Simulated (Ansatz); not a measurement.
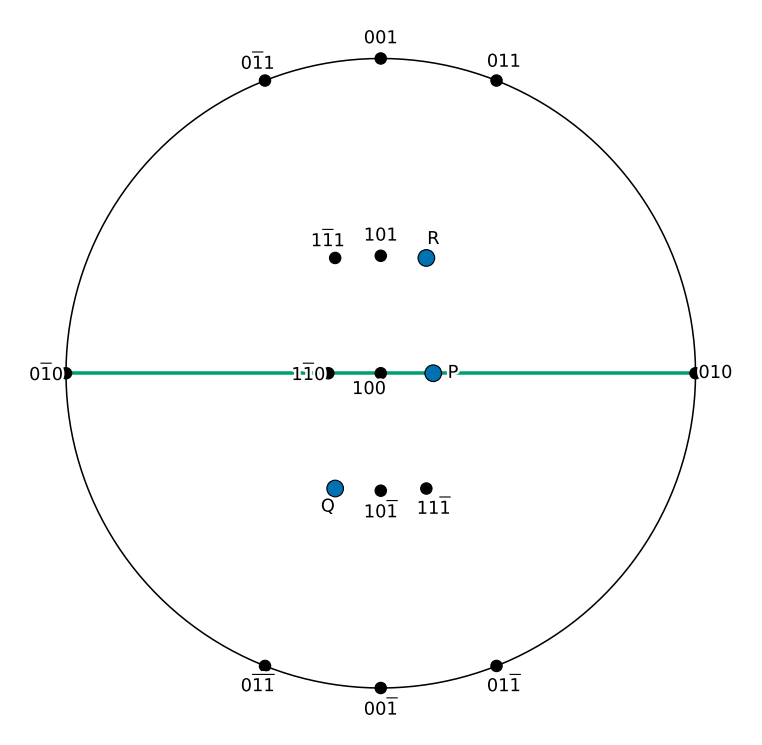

Stereographic projection of plane normals (upper hemisphere) centred on (1 0 0). Crystal: As, the geometry relaxed with DFT PBEsol, scalar-relativistic, plane waves, PAW in Ansatz. The drawing is computed from the coordinates (standard cell, symmetry found to 0.002 Å).

a = 3.727 Å, b = 10.868 Å, c = 4.298 Å, α = 90.00°, β = 90.00°, γ = 90.00°.

Index the poles marked P, Q, R.

Answer. P is (1 1 0), 18.9° from the centre; Q is (1 −1 −1), 43.0° from the centre; R is (1 1 1), 43.0° from the centre.

Which zone does the coloured great circle trace?

Answer. The zone [0 0 1]: its poles satisfy l = 0.

What is the angle between the normals of (1 −1 −1) and (1 0 0), and what are their d_hkl = 1/|g|?

Answer. 43.0°; d = 2.726 Å and 3.727 Å.
